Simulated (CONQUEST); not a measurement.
## A series of single points on PtSe$_{2}$

System: PtSe$_{2}$ (P-3m1, 6 atoms in the cell).
Method: Kohn-Sham DFT of a periodic cell, PBEsol, PseudoDojo NC PBEsol, no spin polarisation (CONQUEST 1.3).

The 7 runs differ only in the geometry, by an even scaling of the cell at fixed fractional positions. The structure derives from an entry of the Crystallography Open Database.

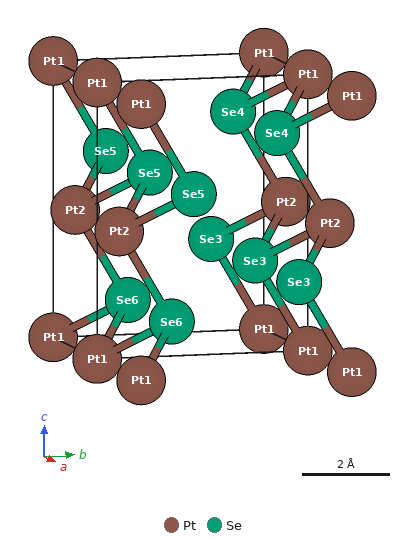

Figure 1. The structure of run 4 (ball-and-stick view of the cell of the calculation, repeated 2 × 1 × 1, seen slightly off an axis; atoms are numbered from 1 in the order of the input).

## Input of run 4
```
IO.Title PtSe2
IO.Coordinates coords.dat
IO.FractionalAtomicCoords T
IO.Iprint 2
IO.Iprint_init 1
General.NumberOfSpecies 2
General.PseudopotentialType hamann
AtomMove.TypeOfRun static
AtomMove.FullStress T
Grid.PointsAlongX 36
Grid.PointsAlongY 48
Grid.PointsAlongZ 64
DM.SolutionMethod diagon
Diag.MPMesh T
Diag.GammaCentred T
Diag.MPMeshX 7
Diag.MPMeshY 5
Diag.MPMeshZ 4
Diag.kT 0.00183747
minE.SCTolerance 1e-6
SC.MaxIters 100
IO.AtomChargeOutput T
%block ChemicalSpeciesLabel
1 195.080 Pt
2 78.960 Se
%endblock
```

Command:
```bash
Conquest
```

Lattice vectors (Å) and fractional positions of run 4:
```
   3.724000    0.000000    0.000000
   0.000000    5.062000    0.000000
   0.000000    0.000000    6.450157
Pt  0.000000  0.000000  0.000000
Pt  0.500000  0.000000  0.500000
Se  0.000000  0.750000  0.333333
Se  0.500000  0.750000  0.833333
Se  0.000000  0.250000  0.666667
Se  0.500000  0.250000  0.166667
```

Run 3 has the same physical settings and fractional positions; its lattice vectors (Å) are:
```
   3.699006    0.000000    0.000000
   0.000000    5.028026    0.000000
   0.000000    0.000000    6.406866
```

## Results, with one run withheld

```csv
run,volume per atom (Å³),"free energy per atom, from the lowest run given (meV)",pressure (GPa)
1,19.049,96.84,16.53
2,19.455,60.50,12.30
3,19.860,?,?
4,20.265,14.69,5.80
5,20.671,3.82,2.79
6,21.076,0.00,0.19
7,21.481,2.11,−1.92
```

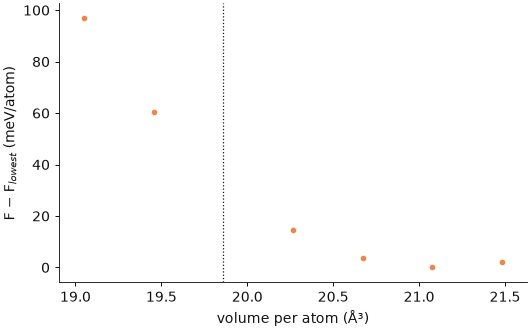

Figure 2. Free energy per atom of the runs given; the dotted line marks run 3.

What should run 3 give?

A cubic polynomial in V^(−2/3) (the Birch–Murnaghan form), fitted to the 6 runs given, misses them by at most 0.14 meV per atom. With x = V^(−2/3) − 0.13437 Å⁻², it reads F = 13.476 + 7794 x + 1.1137e+06 x² + 4.2506e+05 x³ (meV per atom). At run 3 it gives 33.37 meV per atom, and the run itself gives 33.50. The slope of the fit gives a pressure −dF/dV of 8.97 GPa there, and the run prints 9.11 GPa. The two needn't agree exactly: the fit is approximate, and the printed stress is taken on a finite basis. The fit has its minimum at 21.124 Å³ per atom, where V d²F/dV² gives 128 GPa. Cell shape and fractional positions are held, so this is the stiffness under even scaling; the relaxed bulk modulus wasn't computed and can be far lower in a crystal of layers, chains or molecules like this one.

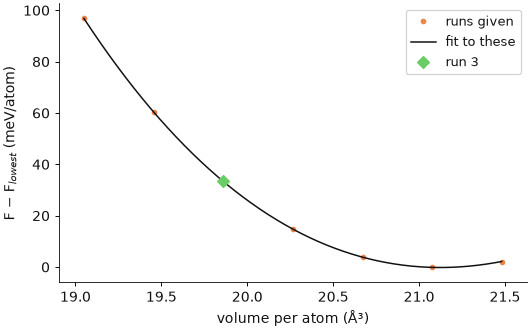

Figure 3. The fit and the withheld run.

## Some lines of the output (run 3)
```
[...]
          DFT Total Energy                 :      -745.517737515054250 Ha
          Free Energy (E-TS)               :      -745.546191339226880 Ha
          DFT Total Energy                 :      -745.545450006762962 Ha
          Free Energy (E-TS)               :      -745.546120999107188 Ha
          DFT Total Energy                 :      -745.545634621669592 Ha
          Free Energy (E-TS)               :      -745.546113721962229 Ha
          DFT Total Energy                 :      -745.545649411113232 Ha
          Free Energy (E-TS)               :      -745.546113594988469 Ha
          DFT Total Energy                 :      -745.545651733039449 Ha
          Free Energy (E-TS)               :      -745.546113723564076 Ha
          DFT Total Energy                 :      -745.545651631582814 Ha
      | Free Energy as E-TS      =      -745.546113723564076 Ha
      |* DFT total energy        =      -745.545651631582814 Ha
    force: Average pressure:      9.10703016 GPa
```

Notes: Spin–orbit coupling is left out, which matters for Pt. With a small basis of atomic orbitals these values can differ much from converged plane-wave results.
